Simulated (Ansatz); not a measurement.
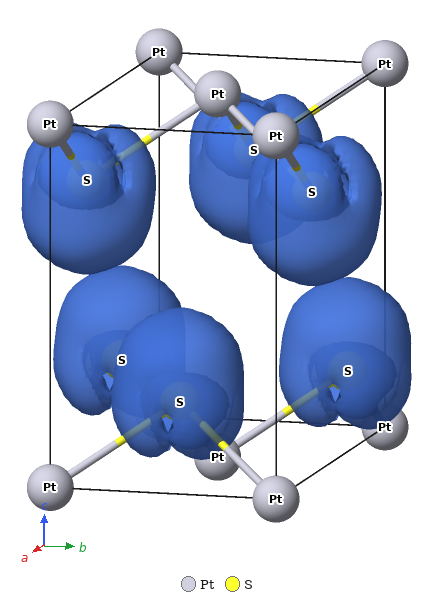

Figure 1: PtS$_{2}$. Isosurface of the electron localisation function at 0.75 (blue), seen slightly off an axis. Core shells and regions of very low density are left out. Sticks mark near contacts.

Space group Cm; started from the PtS2 prototype; changed on purpose from its base cell (atom 2 (S) moved 0.05 A along y); not relaxed (largest force 0.5 eV/Å).

These are results of DFT r2SCAN, scalar-relativistic, plane waves, PAW (Ansatz), not measurements.

```
Pt S
1.0
     0.00000    6.14503    0.00000
    -3.54783    0.00000    0.00000
     0.00000    0.00000    5.59569
Pt S
2 4
Direct
  0.00000 0.00000 0.00000
  0.50000 0.50000 0.00000
  0.34147 0.00000 0.22042
  0.84147 0.50000 0.22042
  0.16667 0.50000 0.77958
  0.66667 0.00000 0.77958
```

Where are the electrons localised?

Answer. The ELF exceeds this value in four regions wrapped around S (the valence shell of each), counted in one cell of 6 atoms. Any copies at cell faces, edges or corners count once. Along the contacts the grid gives the following. Pt–S (2.37 Å): the ELF peaks at about 0.90 in the valence shell of S, 0.8 Å from its nucleus, and is about 0.50 at the midpoint. Pt–S (2.43 Å): the ELF peaks at about 0.90 in the valence shell of S, 0.8 Å from its nucleus, and is about 0.50 at the midpoint.

Metal or insulator at this level of theory?

Answer. It is gapped, with a Kohn–Sham gap of 1.3 eV on the k-point mesh (the band edges may lie off the mesh, which would make the gap smaller).
